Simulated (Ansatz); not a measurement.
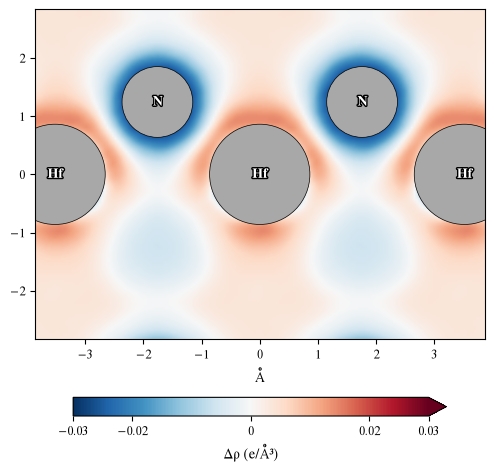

HfN. Difference of the valence pseudo-densities of two functionals at the same geometry, on the (011̄) plane of the calculation cell: PBEsol less r2SCAN.

Both computed with Ansatz (plane waves, PAW), on the same k-point mesh. Grey discs cover the atomic cores.

```
Hf N
1.0
     0.00000    2.48713    2.48713
     2.48713    0.00000    2.48713
     2.48713    2.48713    0.00000
Hf N
1 1
Direct
  0.00000 0.00000 0.00000
  0.25000 0.25000 0.25000
```

Question: Where does the change of functional move the electrons?

Answer: Against r2SCAN, PBEsol gives more density around Hf (+0.007 e/Å³ on average at 1.2 Å from the nucleus), less density around N (−0.017 e/Å³ on average at 0.8 Å from the nucleus) and a change of +0.007 e/Å³ at the midpoint of Hf–N.
